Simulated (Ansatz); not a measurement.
**Geometry relaxation, with input and output: Hf8HO16 (charge +1) (part 3 of 3)**

Hf8HO16 (defect cell, 25 atoms in the cell, total charge +1); DFT PBE, scalar-relativistic, plane waves, PAW, no spin polarisation (Ansatz 0.2.0); cutoff 420 eV, 2×2×2 k-mesh, Gaussian smearing of 0.01 eV. The structure derives from a Materials Project entry. It belongs to a series of runs on one base structure; here: H interstitial, charge +1, atoms relaxed at the host's cell.

### Trajectory as extended XYZ (Å, eV, eV/Å), 8 frames, from step=1 to step=8
```
25
Lattice="0.0000 -5.0692 5.1010 0.0000 -5.0692 -5.1010 5.2938 5.0692 0.0000" Properties=species:S:1:pos:R:3:forces:R:3 step=1 energy=-134921.79487
Hf    0.1643   -3.6648    1.2680   -0.3621   0.7677   1.0236
Hf    0.1802   -3.6614   -3.7941   -0.0840  -0.0991  -2.7511
Hf    2.4624   -3.6850    3.7909   -0.3660  -0.0569   0.2325
Hf    2.4837   -3.6668   -1.3317    2.0376   0.0376   0.3294
Hf    2.8040   -1.2989    1.2194   -0.0794  -0.0944  -0.3838
Hf    2.8211   -1.2813   -3.8825    0.4285  -0.0517  -0.4212
Hf    5.1324   -1.3183    3.7557   -0.4410   1.2122   0.9011
Hf    5.0926   -1.3945   -1.3051   -0.5832  -1.2951  -0.2528
O     1.9511   -4.6358    1.9415   -0.0266  -0.2408  -0.1984
O     1.9572   -4.6556   -3.1494   -0.7561   0.5614   0.3605
O     0.7152   -4.7024    4.5229   -0.0708   0.1670   0.2781
O     0.7048   -4.7716   -0.5023   -0.4976   2.1189  -2.9984
O     3.8015   -2.5971    2.5354    1.1241  -1.0210   0.0908
O     3.8774   -2.7033   -2.5836   -0.0465   0.0700   0.1357
O     4.0943    2.3990   -0.0113    0.0133  -0.2504  -0.4719
O     4.0570   -2.7110   -0.0289    0.2327  -0.0675   0.2772
O     1.4116   -7.3872   -0.0476   -0.1334   0.2296   0.2501
O     1.4272   -2.3604   -0.0734   -0.1374  -0.0053   0.1400
O     1.2114   -2.2854    2.5104   -0.0587   0.0671  -0.0962
O     1.3027   -2.1625   -2.6164   -1.1317  -1.3215   0.3319
O     4.5761   -0.2996    1.9543    0.0682   0.0042  -0.2379
O     4.5807   -0.3418   -3.1551    0.5905   1.0065   0.4655
O     3.3418   -5.3700   -0.6162   -0.1852   0.0772   0.0796
O     3.3611   -0.3204   -0.6077    0.1417   0.1051  -0.0512
H     0.2524   -3.9216   -1.6742    0.3235  -1.9203   2.9663
25
Lattice="0.0000 -5.0692 5.1010 0.0000 -5.0692 -5.1010 5.2938 5.0692 0.0000" Properties=species:S:1:pos:R:3:forces:R:3 step=2 energy=-134923.52358
Hf    0.1564   -3.6395    1.2840    0.2016   0.1066   0.0557
Hf    0.1862   -3.6713   -3.9252    0.2866   0.0774   0.6940
Hf    2.4587   -3.6811    3.7814    0.5907   0.0634  -0.3568
Hf    2.5643   -3.6556   -1.3134   -0.4168   0.0666  -0.3074
Hf    2.8103   -1.2976    1.2289   -0.1449   0.2938   0.1885
Hf    2.8319   -1.2961   -3.8682   -0.2440   0.2176   0.1225
Hf    5.1123   -1.2814    3.7826    0.1053  -0.5376  -0.4495
Hf    5.0814   -1.4137   -1.3157    0.0823   0.2242  -0.2382
O     1.9407   -4.6518    1.9309   -0.1173  -0.1058  -0.1595
O     1.9189   -4.6404   -3.1226    0.3286  -0.3519  -0.1175
O     0.7251   -4.6887    4.4984   -0.0745   0.2857   0.0718
O     0.6882   -4.7024   -0.5899   -1.4982   2.4452  -3.6116
O     3.8779   -2.6579    2.5192   -0.0820  -0.2550   0.0545
O     3.8889   -2.6940   -2.5851    0.1825   0.1761   0.0220
O     4.0917    2.3824   -0.0380   -0.0826   0.0087   0.0592
O     4.0612   -2.6931   -0.0229   -0.0582  -0.0818  -0.3355
O     1.4194   -7.3576   -0.0574   -0.1068   0.1787  -0.0357
O     1.4322   -2.3609   -0.0708    0.0996   0.2428   0.3534
O     1.2158   -2.2734    2.5065   -0.0061  -0.1233  -0.0230
O     1.2321   -2.2528   -2.6056   -0.1194  -0.4410   0.1080
O     4.5862   -0.2960    1.9427   -0.1347   0.1136   0.0658
O     4.5918   -0.2777   -3.1278   -0.0279  -0.1500   0.1889
O     3.3328   -5.3731   -0.5882    0.0971   0.0315   0.0748
O     3.3700   -0.3100   -0.6062   -0.0348  -0.0614   0.0244
H     0.1900   -4.0139   -1.5186    1.1739  -2.4233   3.5501
25
Lattice="0.0000 -5.0692 5.1010 0.0000 -5.0692 -5.1010 5.2938 5.0692 0.0000" Properties=species:S:1:pos:R:3:forces:R:3 step=3 energy=-134924.34729
Hf    0.1564   -3.6319    1.2792    0.2070   0.1014   0.0078
Hf    0.1914   -3.6733   -3.9404    0.1869   0.0528   1.2671
Hf    2.4642   -3.6812    3.7754    0.6203   0.1371  -0.3705
Hf    2.5778   -3.6478   -1.3189   -0.5439   0.1217  -0.3860
Hf    2.8133   -1.2967    1.2327   -0.1312   0.2462   0.2438
Hf    2.8281   -1.2948   -3.8662   -0.1897   0.2012   0.1506
Hf    5.1108   -1.2784    3.7823    0.1900  -0.7257  -0.5737
Hf    5.0792   -1.4123   -1.3256    0.1259   0.1542  -0.2451
O     1.9340   -4.6547    1.9238   -0.1766  -0.0925  -0.2416
O     1.9208   -4.6434   -3.1213    0.4729  -0.4386  -0.2182
O     0.7225   -4.6794    4.4983   -0.0111   0.1390  -0.1243
O     0.6317   -4.6152   -0.7048    1.8515  -2.1455   2.4111
O     3.8912   -2.6756    2.5160   -0.3547   0.0486  -0.0122
O     3.8950   -2.6862   -2.5884    0.2057   0.1399  -0.0139
O     4.0876    2.3825   -0.0426   -0.0826   0.0490   0.1393
O     4.0656   -2.6940   -0.0296   -0.1166  -0.0060  -0.3544
O     1.4164   -7.3491   -0.0610   -0.0535   0.3159  -0.0976
O     1.4368   -2.3529   -0.0639    0.1036   0.1922   0.3006
O     1.2171   -2.2753    2.5038   -0.0198  -0.1550  -0.0029
O     1.2190   -2.2795   -2.6008    0.1757  -0.1050   0.0462
O     4.5844   -0.2891    1.9414   -0.0409   0.1261   0.0447
O     4.5924   -0.2688   -3.1204   -0.1831  -0.3751   0.0585
O     3.3334   -5.3688   -0.5850   -0.0715   0.0493   0.0589
O     3.3701   -0.3111   -0.6065   -0.0337  -0.0592   0.0143
H     0.2252   -4.1207   -1.3583   -2.1309   2.0286  -2.1036
25
Lattice="0.0000 -5.0692 5.1010 0.0000 -5.0692 -5.1010 5.2938 5.0692 0.0000" Properties=species:S:1:pos:R:3:forces:R:3 step=4 energy=-134924.58351
Hf    0.1638   -3.6233    1.2783    0.1954   0.0753   0.2790
Hf    0.2043   -3.6817   -3.9148    0.1314  -0.0704   0.4186
Hf    2.4816   -3.6837    3.7631   -0.0168   0.0377  -0.0547
Hf    2.5672   -3.6445   -1.3331   -0.2202  -0.0098  -0.1506
Hf    2.8300   -1.2996    1.2308   -0.1459   0.2183   0.0147
Hf    2.8218   -1.2886   -3.8713   -0.0426   0.1782  -0.0699
Hf    5.1214   -1.2935    3.7659    0.1397   0.0568  -0.1639
Hf    5.0910   -1.4127   -1.3330    0.0822  -0.1627  -0.0907
O     1.9280   -4.6532    1.9116   -0.0128  -0.1232  -0.1031
O     1.9506   -4.6571   -3.1342    0.1052  -0.1932  -0.1583
O     0.7227   -4.6748    4.4887    0.0253   0.0098  -0.0564
O     0.6505   -4.6435   -0.6682   -0.9920   1.1437  -1.3493
O     3.8898   -2.6792    2.5073   -0.0071  -0.0453   0.0697
O     3.8999   -2.6767   -2.5937    0.0787   0.0394  -0.0377
O     4.0878    2.3892   -0.0387    0.0472  -0.1053  -0.1504
O     4.0782   -2.7071   -0.0444   -0.0648   0.0300  -0.1092
O     1.4195   -7.3481   -0.0697    0.0385   0.2100   0.0508
O     1.4488   -2.3435   -0.0561   -0.0601   0.0771   0.0772
O     1.2304   -2.2785    2.5013    0.0110  -0.0993  -0.0024
O     1.2357   -2.2867   -2.6016    0.0030  -0.1104   0.0370
O     4.5881   -0.2759    1.9438   -0.0142  -0.1130   0.0751
O     4.5883   -0.2845   -3.1215   -0.0120  -0.0373   0.0290
O     3.3390   -5.3632   -0.5932   -0.0928  -0.0526   0.0585
O     3.3774   -0.3179   -0.6126   -0.0154   0.0763  -0.0339
H     0.0485   -4.0694   -1.2856    0.8399  -1.0305   1.4214
25
Lattice="0.0000 -5.0692 5.1010 0.0000 -5.0692 -5.1010 5.2938 5.0692 0.0000" Properties=species:S:1:pos:R:3:forces:R:3 step=5 energy=-134924.70782
Hf    0.1833   -3.6211    1.2912    0.0631  -0.0935   0.0736
Hf    0.1986   -3.6948   -3.8637    0.0449   0.1130  -0.1325
Hf    2.4747   -3.6714    3.7775    0.1491  -0.0279   0.0371
Hf    2.5480   -3.6450   -1.3499    0.0450   0.0898  -0.0117
Hf    2.8394   -1.3033    1.2162    0.0713   0.0092  -0.0474
Hf    2.8402   -1.2795   -3.8892   -0.0938   0.0440   0.0838
Hf    5.1401   -1.2714    3.7533   -0.0750  -0.0262  -0.0354
Hf    5.1051   -1.4364   -1.3307   -0.1863   0.1975   0.0102
O     1.9302   -4.6702    1.9015    0.0028  -0.0195   0.0276
O     1.9789   -4.6685   -3.1837   -0.0966   0.1080   0.0764
O     0.7130   -4.6440    4.4864   -0.0390  -0.0739  -0.0786
O     0.6176   -4.6158   -0.7518   -0.0230   0.4313   0.1111
O     3.8964   -2.6957    2.5038    0.0308   0.0064   0.0134
O     3.9170   -2.6894   -2.6074   -0.0289  -0.0469   0.0575
O     4.1041    2.3632   -0.0653   -0.0039   0.0339  -0.0695
O     4.0696   -2.7198   -0.0516    0.0287  -0.0610  -0.0054
O     1.4149   -7.3027   -0.0489   -0.0801  -0.1538  -0.0378
O     1.4349   -2.3323   -0.0332    0.0236  -0.0544  -0.1009
O     1.2523   -2.3049    2.5206   -0.0576   0.0800  -0.0334
O     1.2470   -2.3128   -2.5753   -0.0013   0.0062  -0.0368
O     4.6087   -0.2931    1.9316    0.0149  -0.0734   0.0685
O     4.5996   -0.3191   -3.1447    0.0871   0.0410  -0.0544
O     3.3133   -5.3748   -0.6105    0.0729  -0.0430  -0.0691
O     3.3737   -0.3196   -0.6260    0.0409  -0.0655  -0.0677
H    -0.0361   -3.9751   -1.1309    0.0090  -0.4210   0.2215
25
Lattice="0.0000 -5.0692 5.1010 0.0000 -5.0692 -5.1010 5.2938 5.0692 0.0000" Properties=species:S:1:pos:R:3:forces:R:3 step=6 energy=-134924.74119
Hf    0.1918   -3.6195    1.2984    0.0665   0.0633   0.0590
Hf    0.2091   -3.6864   -3.8720   -0.0393   0.0585  -0.0742
Hf    2.4835   -3.6626    3.7724   -0.0342   0.0540  -0.0094
Hf    2.5405   -3.6367   -1.3498    0.0459   0.0360  -0.0339
Hf    2.8501   -1.2908    1.2077   -0.0436  -0.0585   0.0819
Hf    2.8365   -1.2731   -3.8878    0.0007   0.0028  -0.0455
Hf    5.1407   -1.2736    3.7509   -0.0627  -0.1015   0.0272
Hf    5.1030   -1.4308   -1.3385    0.0728   0.0311   0.0117
O     1.9355   -4.6624    1.9041    0.0216  -0.0335  -0.0009
O     1.9769   -4.6571   -3.1785    0.0025  -0.0188  -0.0052
O     0.7191   -4.6492    4.4748    0.0169  -0.0291  -0.0322
O     0.6246   -4.6112   -0.7181   -0.1684  -0.0024   0.0171
O     3.8995   -2.6921    2.4965   -0.0159   0.0439  -0.0375
O     3.9169   -2.6834   -2.6077   -0.0585  -0.0521   0.0118
O     4.1106    2.3583   -0.0718   -0.0346   0.0214   0.0144
O     4.0767   -2.7177   -0.0586   -0.0266  -0.0062  -0.0002
O     1.4165   -7.3217   -0.0558    0.0196   0.0072   0.0218
O     1.4462   -2.3234   -0.0419   -0.0061  -0.0108  -0.0110
O     1.2550   -2.2868    2.5122    0.0253  -0.0104  -0.0089
O     1.2486   -2.3011   -2.5845    0.0576   0.0404  -0.0356
O     4.6119   -0.2901    1.9335   -0.0080  -0.0220  -0.0006
O     4.6104   -0.3155   -3.1569   -0.0277  -0.0068  -0.0076
O     3.3091   -5.3763   -0.6180    0.0326  -0.0208  -0.0158
O     3.3940   -0.3120   -0.6402   -0.0384  -0.0011  -0.0031
H    -0.1424   -4.0823   -1.0509    0.2028   0.0138   0.0777
25
Lattice="0.0000 -5.0692 5.1010 0.0000 -5.0692 -5.1010 5.2938 5.0692 0.0000" Properties=species:S:1:pos:R:3:forces:R:3 step=7 energy=-134924.74815
Hf    0.1955   -3.6177    1.3099    0.0084  -0.0392  -0.0047
Hf    0.2057   -3.6836   -3.8839    0.0013   0.0006   0.0036
Hf    2.4843   -3.6644    3.7733   -0.0114  -0.0022  -0.0136
Hf    2.5446   -3.6364   -1.3548   -0.0229  -0.0245   0.0151
Hf    2.8430   -1.2936    1.2104    0.0068   0.0069   0.0171
Hf    2.8349   -1.2725   -3.8930    0.0130   0.0060   0.0020
Hf    5.1367   -1.2846    3.7482   -0.0100   0.0353   0.0062
Hf    5.1002   -1.4209   -1.3390   -0.0031   0.0050  -0.0046
O     1.9389   -4.6621    1.9044    0.0116  -0.0091  -0.0009
O     1.9702   -4.6604   -3.1797   -0.0144   0.0147   0.0255
O     0.7172   -4.6537    4.4652    0.0010   0.0208   0.0168
O     0.6290   -4.6184   -0.6937   -0.0118  -0.0110  -0.0623
O     3.8961   -2.6866    2.4925    0.0154  -0.0304  -0.0148
O     3.9140   -2.6848   -2.6108    0.0014   0.0228   0.0223
O     4.1098    2.3516   -0.0725   -0.0089   0.0004   0.0030
O     4.0726   -2.7180   -0.0637    0.0158   0.0063  -0.0057
O     1.4168   -7.3244   -0.0567   -0.0266   0.0075  -0.0076
O     1.4409   -2.3279   -0.0429    0.0185  -0.0045  -0.0150
O     1.2563   -2.2843    2.5149   -0.0011   0.0229   0.0160
O     1.2527   -2.2986   -2.5906   -0.0063  -0.0285  -0.0038
O     4.6093   -0.2910    1.9328   -0.0164  -0.0150  -0.0085
O     4.6068   -0.3137   -3.1608    0.0154   0.0037   0.0255
O     3.3121   -5.3817   -0.6248   -0.0082   0.0179   0.0024
O     3.3837   -0.3164   -0.6405    0.0275  -0.0171  -0.0158
H    -0.1073   -4.0533   -1.0251    0.0053   0.0105   0.0022
25
Lattice="0.0000 -5.0692 5.1010 0.0000 -5.0692 -5.1010 5.2938 5.0692 0.0000" Properties=species:S:1:pos:R:3:forces:R:3 step=8 energy=-134924.74886
Hf    0.1967   -3.6219    1.3084    0.0004   0.0240   0.0150
Hf    0.2057   -3.6825   -3.8820   -0.0047   0.0031   0.0007
Hf    2.4832   -3.6645    3.7731    0.0002   0.0024   0.0032
Hf    2.5433   -3.6369   -1.3535    0.0015   0.0097  -0.0047
Hf    2.8435   -1.2939    1.2116   -0.0122  -0.0084  -0.0062
Hf    2.8373   -1.2744   -3.8919   -0.0007  -0.0065   0.0029
Hf    5.1356   -1.2817    3.7494    0.0117  -0.0039   0.0076
Hf    5.1001   -1.4206   -1.3395   -0.0014  -0.0060  -0.0046
O     1.9388   -4.6647    1.9047   -0.0039   0.0019  -0.0043
O     1.9706   -4.6602   -3.1773    0.0019  -0.0042  -0.0024
O     0.7175   -4.6519    4.4672   -0.0033  -0.0068  -0.0061
O     0.6262   -4.6154   -0.7026    0.0019  -0.0018   0.0055
O     3.8976   -2.6911    2.4922    0.0011   0.0014   0.0021
O     3.9152   -2.6857   -2.6091    0.0024   0.0002  -0.0014
O     4.1087    2.3522   -0.0716    0.0022   0.0001  -0.0001
O     4.0737   -2.7170   -0.0629   -0.0008  -0.0018   0.0012
O     1.4150   -7.3213   -0.0569    0.0024  -0.0029   0.0013
O     1.4420   -2.3289   -0.0431   -0.0015   0.0008   0.0021
O     1.2572   -2.2852    2.5148   -0.0023  -0.0029  -0.0069
O     1.2519   -2.3001   -2.5897   -0.0009   0.0042   0.0022
O     4.6082   -0.2939    1.9321    0.0059   0.0026   0.0000
O     4.6089   -0.3151   -3.1609   -0.0055   0.0016   0.0018
O     3.3121   -5.3803   -0.6231    0.0048  -0.0049  -0.0022
O     3.3846   -0.3170   -0.6417    0.0005  -0.0021   0.0011
H    -0.1092   -4.0459   -1.0283    0.0002   0.0004  -0.0080
```

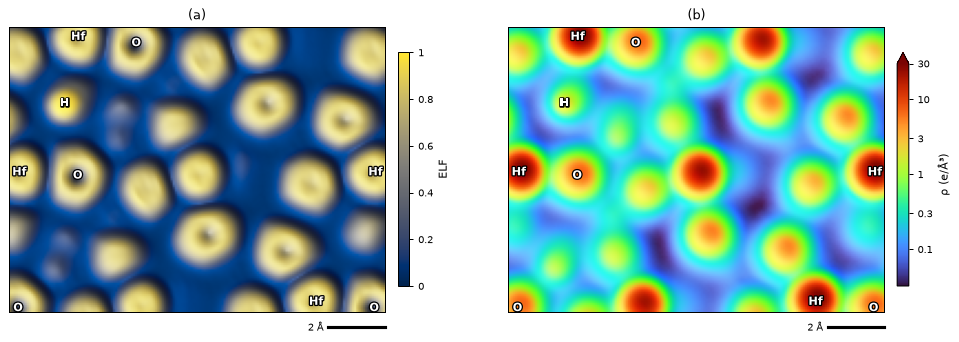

*(a) electron localisation function; (b) valence charge density (pseudo) on the (111) plane of the calculation cell.*

Hf–O (2.05 Å): ρ is about 0.85 e/Å³ halfway; the ELF peaks at about 0.85 in the valence shell of O, 0.6 Å from its nucleus, and drops to about 0.20 between the two atoms. Away from the nuclei the density in this plane falls to 0.03 e/Å³ at its lowest. The strong features right at Hf lie inside the PAW spheres (semicore, d or f shells) and say nothing about bonding. The fields are those of the smooth PAW valence density.

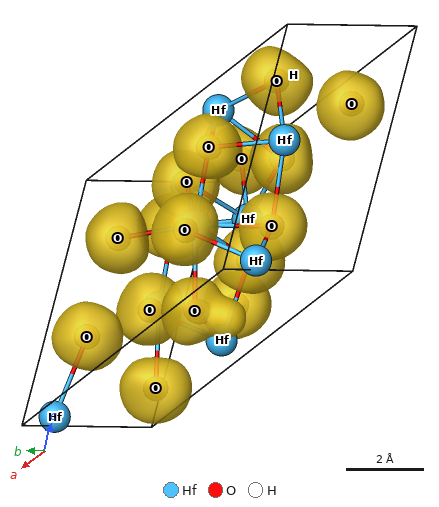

*Isosurface of the ELF at 0.65 (yellow), seen at an oblique angle. Core shells and regions of very low density are left out. Sticks mark near contacts. The outline is the calculation cell.*

Along the contacts the grid gives the following. Hf–O (2.03 Å): the ELF peaks at about 0.85 in the valence shell of O, 0.6 Å from its nucleus, and drops to about 0.20 between the two atoms.

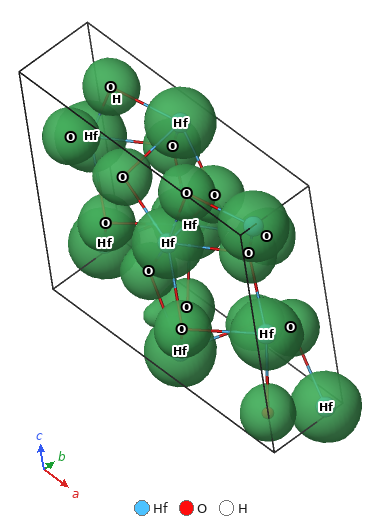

*Isosurface of the valence electron density at 1 e/Å³ (green), seen slightly off an axis. Sticks mark near contacts. The outline is the calculation cell.*

At this value the density breaks into separate islands; it holds about 80 % of the electrons treated as valence (semicore included). It is pinched off along the Hf–O (2.03 Å), Hf–O (2.09 Å) and Hf–O (2.13 Å) contacts. On the grid the lowest density along these lines, outside the cores, is 2.1 e/Å³ (O–H, 0.99 Å), 0.83 e/Å³ (Hf–O, 2.03 Å), 0.71 e/Å³ (Hf–O, 2.09 Å) and 0.63 e/Å³ (Hf–O, 2.13 Å).

### Results in brief

- outcome: converged
- electrons treated: 304
- free energy: −134924.7489 eV
- Fermi energy: 16.709 eV
- gap on the k-point mesh: 4.42 eV
- final volume: 273.77 Å³
- largest force (length of the vector) at the end: 0.028 eV/Å
- hardware: 4 threads of Intel Xeon (Granite Rapids), 32 GiB of memory available, shared host
- wall time: 45 s (CPU time 2.8 min)
- peak memory: 1.3 GiB

### Notes

The cell is charged and computed with a neutralising background, so its energy and pressure depend on the cell and aren't those of a real crystal. Spin–orbit coupling is left out, which matters for Hf.
